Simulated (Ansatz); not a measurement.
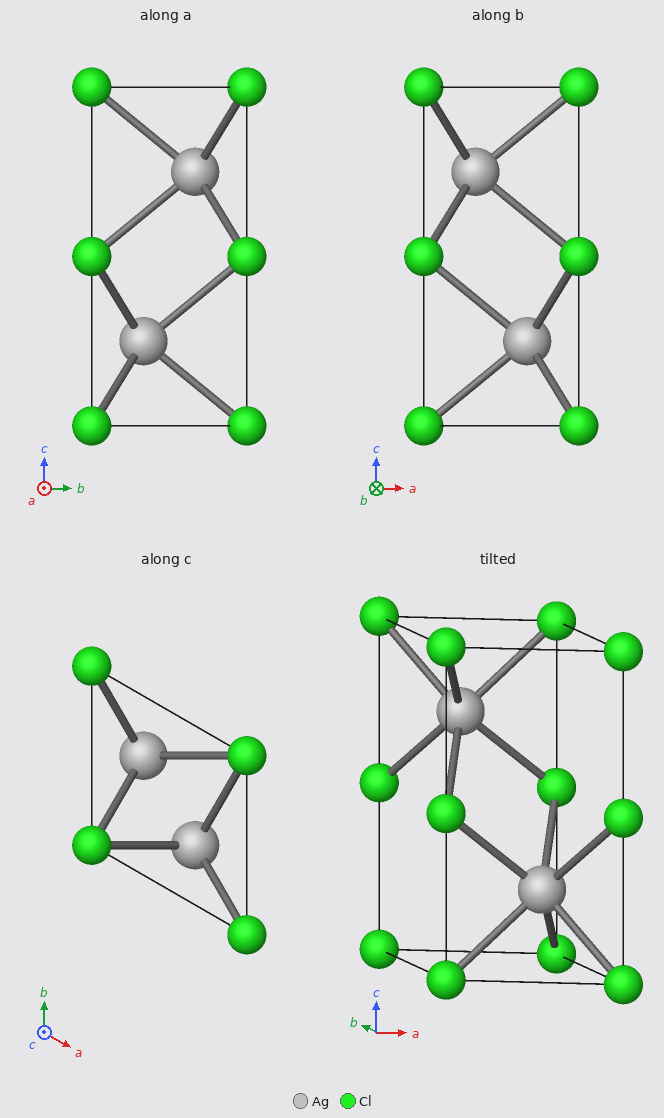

Ball-and-stick representation of a periodic structure, projected along the a axis, along the b axis, along the c axis and slightly off an axis. One conventional unit cell is framed, with atoms on its boundary repeated.

Lattice parameters: a = 3.769 Å, b = 3.769 Å, c = 7.131 Å, α = 90.00°, β = 90.00°, γ = 120.00°. Put a along x and b in the xy plane.

Turn the picture into a POSCAR file.

Answer.
```
Ag Cl
1.0
     3.769    0.000    0.000
    -1.884    3.264    0.000
     0.000    0.000    7.131
Ag Cl
2 2
Direct
  0.3333 0.6667 0.7500
  0.6667 0.3333 0.2500
  0.0000 0.0000 0.0000
  0.0000 0.0000 0.5000
```

Origin of the cell: a structure type filled with these elements by a generator (whether the compound takes this form wasn't checked). Relaxation method: DFT PBE, scalar-relativistic, plane waves, PAW (Ansatz).
